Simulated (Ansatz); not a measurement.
The Ansatz input:

```
crystal:
  lattice:
    - [2.8276119033, 0.0, 0.0]
    - [0.0, 2.8984136668, 0.0]
    - [0.0, 0.0, 25.87709942]
  atoms:
    - { symbol: C, position: [0.5, 0.0, 0.2898315564] }
    - { symbol: W, position: [0.0, 0.5, 0.3221651631] }
    - { symbol: C, position: [0.5, 0.5, 0.3868323765] }
    - { symbol: W, position: [0.0, 0.0, 0.4191659832] }
    - { symbol: C, position: [0.5, 0.0, 0.4838331966] }
    - { symbol: W, position: [0.0, 0.5, 0.5161668034] }
    - { symbol: C, position: [0.5, 0.5, 0.5808340168] }
    - { symbol: W, position: [0.0, 0.0, 0.6131676235] }
    - { symbol: C, position: [0.5, 0.0, 0.6778348369] }
    - { symbol: W, position: [0.0, 0.5, 0.7101684436] }
basis:
  ecutwfc: 420
kpoints:
  mp_grid: { grid: [12, 12, 1] }
hamiltonian:
  xc: pbesol
scf:
  occupations: { method: gaussian, width: 0.1 }
output:
  forces: true
  eigenvalues: true
  write_density: true
  write_potential: true
  elf: true
  volumetric_format: npy
relax:
  adjacent_minimum: "off"
  f_tol: 0.02
  max_steps: 60
efield:
  axis: 3
  dipole_correction: true
  ramp_width: 0.04
```

Launched with:
```bash
ansatz run input.yaml --threads 1 --pin off --max-ram 2560MiB --backend cpu --events-out ev --progress --plain --runs-dir out
```

What does the potential across the slab give for the work function?

The work function is 5.32 eV at the right face and 5.41 eV at the left. The vacuum levels differ by 0.08 eV, so the slab carries a dipole along its normal. The outermost atoms are 10.6 Å apart, which leaves 15.3 Å of vacuum in a cell 25.9 Å high.

Spin-orbit coupling is left out, which matters for W.

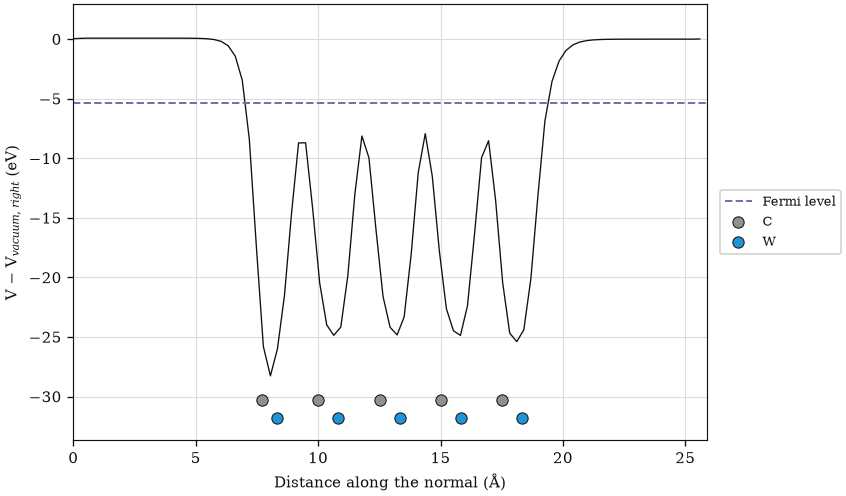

Plane-averaged electrostatic potential energy of an electron across the slab; circles at the bottom mark the heights of the atoms (positions after relaxation).
